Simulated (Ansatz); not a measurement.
## Band-structure calculation of Si

- system: Si (2 atoms in the cell)
- method: DFT PBE+D3(BJ), scalar-relativistic, plane waves, PAW, no spin polarisation (Ansatz 0.2.0)

The structure was made by a generator, so it may or may not be a known phase. Figures and captions count atoms from 1; the log counts them from 0 in places.

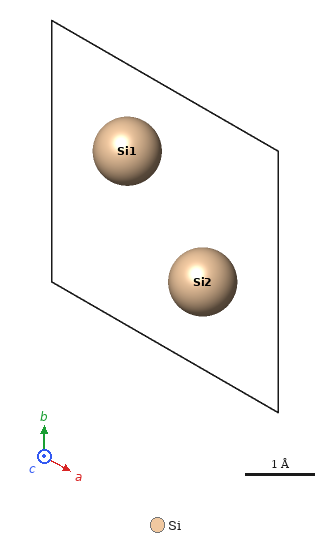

*The structure as given in the input (ball-and-stick view of the cell of the calculation, along the c axis; atoms are numbered from 1 in the order of the input).*

Near neighbours in the crystal (not all of them lie inside the picture): Si has 3 Si at 2.35 Å.

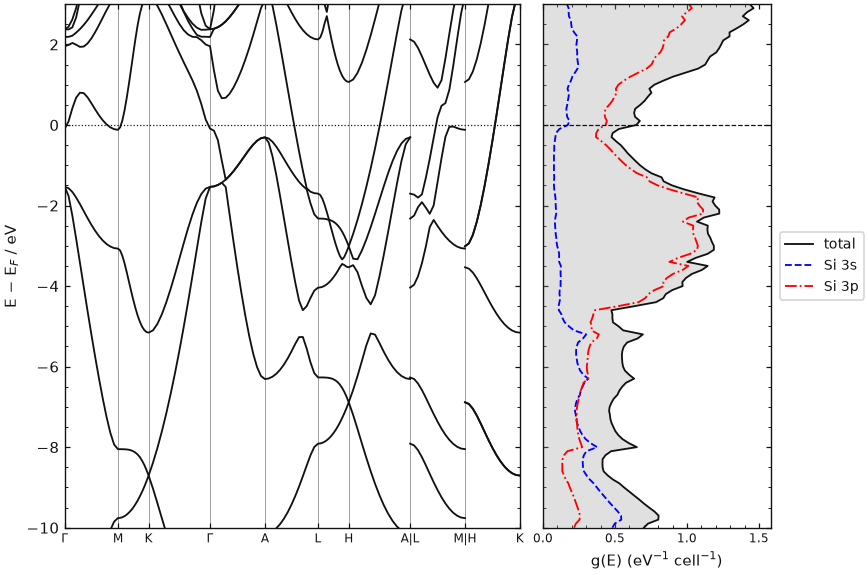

*Band structure along Γ–M–K–Γ–A–L–H–A|L–M|H–K and density of states (projected on Löwdin-orthogonalised atomic shells), with energies from the Fermi level.*

Bands cross the Fermi level: a metal at this level of theory.

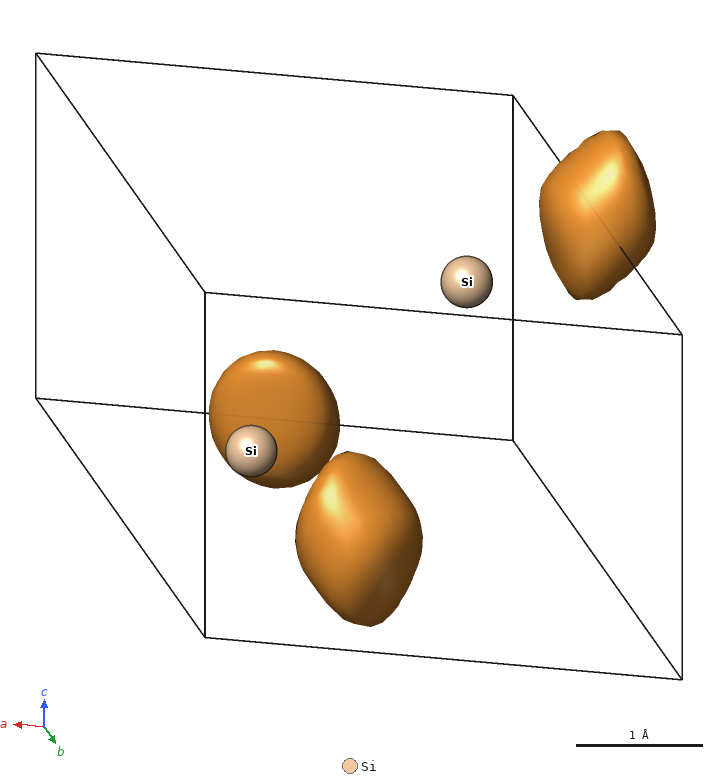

*Isosurface of the electron localisation function at 0.85 (orange), seen at an oblique angle. Core shells and regions of very low density are left out. Sticks mark near contacts. The outline is the cell set on symmetry axes.*

Along the contacts the grid gives the following. Si–Si (2.35 Å): the ELF peaks at about 0.95 between the atoms, as expected for localised, shared-pair bonding. The fields are those of the smooth PAW valence density.

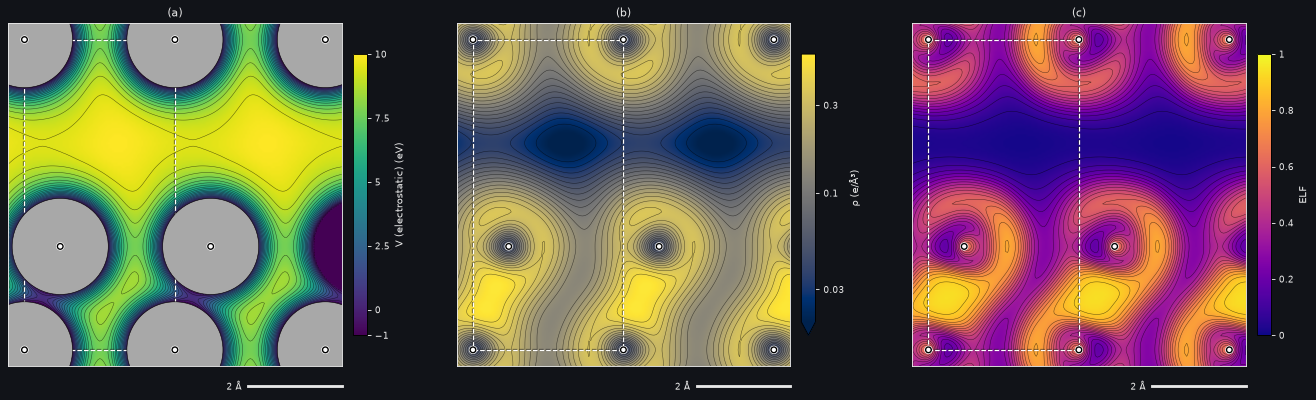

*(a) electrostatic potential (local pseudopotential plus Hartree) felt by an electron; (b) valence electron density; (c) electron localisation function on the (110) plane of the conventional cell. Circles mark the nuclei in the plane (Si). Grey discs, where drawn, cover atomic cores.*

Atoms in the plane: Si. Si–Si (2.35 Å): ρ at the midpoint is about 0.56 e/Å³, a local maximum along the line; the ELF peaks at about 0.95 between the atoms (a shared electron pair). Away from the nuclei the density in this plane falls to 0.02 e/Å³ at its lowest. Outside the cores the potential energy rises away from the atoms and is highest about 2.5 Å from the nearest atoms; outside the discs it spans about 11 eV, and its zero is arbitrary.

The input that produced these results follows, with the program's output.

**Input**
```yaml
crystal:
  lattice:
    - [3.8421898961, 0.0, 0.0]
    - [-1.921094948, 3.3274340561, 0.0]
    - [0.0, 0.0, 3.2267774902]
  atoms:
    - { symbol: Si, position: [0.3333333333, 0.6666666667, 0.8811704714] }
    - { symbol: Si, position: [0.6666666667, 0.3333333333, 0.1188295286] }
basis:
  ecutwfc: 420
kpoints:
  mp_grid: { grid: [18, 18, 18] }
  band_path:
    path:
      - [[0.0, 0.0, 0.0], [0.5, 0.0, 0.0], [0.33333333, 0.33333333, 0.0], [0.0, 0.0, 0.0], [0.0, 0.0, 0.5], [0.5, 0.0, 0.5], [0.33333333, 0.33333333, 0.5], [0.0, 0.0, 0.5]]
      - [[0.5, 0.0, 0.5], [0.5, 0.0, 0.0]]
      - [[0.33333333, 0.33333333, 0.5], [0.33333333, 0.33333333, 0.0]]
    npoints: 14
hamiltonian:
  xc: pbe
  dispersion: d3bj
scf:
  occupations: { method: gaussian, width: 0.1 }
  n_extra_bands: 6
output:
  forces: true
  stress: true
  eigenvalues: true
  populations: true
  dos: { projected: true, de: 0.02, nscf_kmesh: { grid: [22, 22, 22] } }
  bader: true
  write_density: true
  write_potential: true
  elf: true
  volumetric_format: npy
```

Command:
```bash
ansatz run input.yaml --threads 1 --pin off --max-ram 2048MiB --backend cpu --events-out ev --progress --plain --runs-dir out
```

**Output**
```
scf.n_extra_bands = 6 over 4 filled bands (N_el = 8.0): the run solves 10 bands
Engine: ansatz 0.2.0, x86_64-unknown-linux-gnu
Pseudopotentials: kind: paw
Pseudopotential: Si, paw, valence charge 4, recommended cutoff 420 eV (normal), Si.paw.azcp
Functional definition: PBE
  parameter kappa = 0.804
  parameter beta = 0.06672455060314922
  exchange = pbe_x(kappa = kappa, mu = beta*pi^2/3)
  correlation = pbe_c(beta = beta)
Crystal: 2 atoms, lattice volume = 41.253 Å³
Basis set: ecut = 420 eV, 827 PW (Γ), exchange–correlation on 54×54×48 points (8 copies of the dense FFT grid, shifted against one another)
Bands: 10, of which v1, the nominal top of the filled ones, is band 4 counted from 1 (3 counted from 0)
Symmetry: 12 space group operations
Space group: P-3m1 (ITA 164), of the structure as read, at distance tolerance 3.5e-5 Å
k-points: 586 of 5832
Non-local potential: Si, projectors of the file, l = 0: 2, l = 1: 2, l = 2: 2
PAW form: soft (Blöchl's): semilocal exchange-correlation on the pseudo side does not see the compensation charge
PAW one-centre angular grid: Si, 110 points (default); XC on 64 Gauss nodes
Initial density: superposition of atomic densities (neutral atoms: chi_scale 0, normalization atom), corrected by the library's trained network
Initial wavefunctions: pseudopotential atomic-orbital guess
Functional: x = pbe(κ = 0.804, μ = 0.2195149727645171), c = pbe(β = 0.06672455060314922)
SCF iter   1: F=—  HF=-1271.471167 eV  |F-HF|=—  |Δ(HF+E_count)|=         —  Δρ=2.93e-3  dr2=3.88e-3  ethr=1.77e-3  ⟨swp⟩=5.6  Hψ=46033  notcnv=0  defer=89
preconditioner: auto → none  [metal: Δε(μ)=0.007 eV  Ē_g=10.538 eV  σ=0.100 eV  W_gap=0.04  n_scr=8 (ndim 8)  ℏωp=16.4 eV  f_vac=0.000  D(μ)=0.67/eV (n_scr^D=0)  sad-step TF]
SCF iter   2: F=—  HF=-1271.471175 eV  |F-HF|=—  |Δ(HF+E_count)|=   7.83e-6  Δρ=1.86e-3  dr2=1.71e-3  ethr=4.85e-5  ⟨swp⟩=1.1  Hψ=10644  notcnv=0  defer=110
SCF iter   3: F=—  HF=-1271.471058 eV  |F-HF|=—  |Δ(HF+E_count)|=   1.17e-4  Δρ=3.93e-4  dr2=6.56e-5  ethr=2.13e-5  ⟨swp⟩=2.0  Hψ=7289  notcnv=0  defer=110
SCF iter   4: F=—  HF=-1271.471046 eV  |F-HF|=—  |Δ(HF+E_count)|=   1.17e-5  Δρ=1.09e-4  dr2=3.92e-6  ethr=8.20e-7  ⟨swp⟩=2.0  Hψ=7033  notcnv=0  defer=110
SCF iter   5: F=—  HF=-1271.471049 eV  |F-HF|=—  |Δ(HF+E_count)|=   2.89e-6  Δρ=1.39e-5  dr2=1.07e-7  ethr=4.90e-8  ⟨swp⟩=2.5  Hψ=7005  notcnv=0  defer=110
SCF iter   6: F=-1271.471049 eV  HF=-1271.471049 eV  |F-HF|=6.05e-9  |Δ(HF+E_count)|=   1.26e-8  Δρ=5.52e-6  dr2=1.34e-8  ethr=1.25e-9  ⟨swp⟩=12.1  Hψ=38426  notcnv=0
WARN: dispersion: an atom stands within reach of a switch of its C6 between two reference coordination numbers of its element: through that C6 alone, e_disp changes by 0.025 eV or more while the distances to its neighbours run over a stretch of 0.05 Å that contains this geometry (sites counted from 0 in the run's list of atoms or, in a supercell that it derives, in that cell's: here a list of 2) — site 0 (Si): coordination number 3.346 (about 3.20 to 3.49 with every neighbour 0.05 Å farther or nearer), switch near 3.404 between the references 2.941 (weight 0.61) and 3.868 (weight 0.39), e_disp changing by some 0.04 eV; site 1 (Si): coordination number 3.346 (about 3.20 to 3.49 with every neighbour 0.05 Å farther or nearer), switch near 3.404 between the references 2.941 (weight 0.61) and 3.868 (weight 0.39), e_disp changing by some 0.04 eV; some 0.08 eV in sum. This is how the published method behaves, and the energy and the forces stay consistent. Where you compare this geometry's total energy with another's, compare their components.e_disp too, and, where the geometries are yours to choose, keep both on one side of the switch, which a site's coordination number tells: a relaxation that ends in reach of it can search the other side under relax.adjacent_minimum: search, except where no move that the cell, the constraints and the symmetry allow carries the atom there
SCF 1 converged in 6 iterations: F = -1271.471049 eV  dr2 = 1.34e-8
  greatest PAW one-centre occupation: 0.656 electrons in one spin orbital (limit 2), on the Si atom at site 1 (counted from 0), in its partial waves of l = 0
NSCF: frozen V_eff on 129 k-points
NSCF: frozen V_eff on 1024 k-points
SCF converged after 6 iterations
Free energy (F): -1271.471049 eV
Harris-Foulkes:  -1271.471049 eV  (|F-HF|=6.05e-9)
Internal energy: -1271.467719 eV  (E = F + TS)
E sigma→0 (E₀):  -1271.469384 eV
Entropy (-TS):   -0.003330 eV (-1.665 meV/atom)
Fermi energy:    6.243061 eV
--- Per-component energies (eV) ---
  E_band       = 8.913033
  E_kinetic    = 77.854364
  E_local      = -49.852457  (includes V_loc(G=0)·N_el)
  E_nonlocal   = 51.500814
  E_hartree    = 12.898116
  E_xc         = -109.330371
  E_vxc        = -92.048631  (∫ρ·V_xc dr)
  E_paw        = -1024.894975  (= ΣΔE_a)
  E_vpaw       = -4.336839  (= ΣTr[D̂ρ^β])
  E_aug_tail   = 0.000013  (compensation charges beyond the density's cutoff)
  E_ewald      = -228.878414
  E_disp       = -0.764810  (pairwise vdW)
  E_smearing   = -0.003330  (= −TS)
  E_closure    = 0.000000  (closes the sum)
  Σ components = -1271.471049   (vs F -1271.471049, Δ=0.00e0)
--- Forces (eV/Å), atoms counted from 1 ---
  atom   1  Si    -0.00000000     0.00000000    -0.00082786
  atom   2  Si     0.00000000    -0.00000000     0.00082786
  max |Σ_I F_I| component: 1.85e-17 eV/Å
--- Stress (GPa, compression-positive) ---
       -0.003797      -0.000000       0.000000
       -0.000000      -0.003797       0.000000
        0.000000       0.000000       0.006689
  P = ⅓ Tr σ = -0.0003 GPa (-0.003 kbar)
--- Band table (eV; the first three rows and the last of 586) ---
  k-point 0: bands = ["-5.8012", "4.7063", "4.7063", "6.1532", "8.1972", "8.4277", "8.6200", "8.6200", "13.5576", "18.3639"]
  k-point 1: bands = ["-5.7646", "4.7341", "4.7341", "6.0035", "7.2812", "8.6505", "8.6505", "9.5416", "13.5972", "17.7373"]
  k-point 2: bands = ["-5.6556", "4.8162", "4.8162", "5.2899", "6.9012", "8.7405", "8.7405", "10.7397", "13.7162", "16.7076"]
  k-point 585: bands = ["-0.6434", "-0.6434", "2.7086", "3.2301", "3.2301", "7.3106", "13.2265", "13.4091", "13.4091", "17.5300"]
--- Löwdin populations: 2 sites ---
  site symbol       q [e]
     0     Si      3.9488
     1     Si      3.9488
  spilling = 0.012794 (of n_electrons = 8.000000)
--- Bader charges: 2 sites ---
  site symbol  charge [e]  shift [e]
     0     Si      0.0000     0.0000
     1     Si      0.0000     0.0000
  estimated error of the sums over rays = 3.5e-4 e
```

**File bader_charges.tsv**
```
# site	symbol	x_ang	y_ang	z_ang	partial_charge_e	electrons	volume_ang3	relative_density_drop	shared_charge_e	partial_wave_shift_e
# quadrature_error_electrons = 3.5e-4
0	Si	0.0000	2.2183	2.8433	-0.00001	14.00001	20.63	-	-0.00001	0.00000
1	Si	1.9211	1.1091	0.3834	0.00001	13.99999	20.63	-	0.00001	0.00000
```

**Summary**

```tsv
quantity	value
outcome	converged
space group (tolerance 0.01 Å)	P-3m1 (164)
electrons treated	8
free energy	−1271.4710 eV
Fermi energy	6.243 eV
gap on the k-point mesh	none (metallic)
pressure	0.00 GPa
largest force (length of the vector)	0.001 eV/Å
hardware	1 thread of AMD EPYC (Zen 3), 64 GiB of memory available, shared host
wall time	76 s
peak memory	0.62 GiB
```
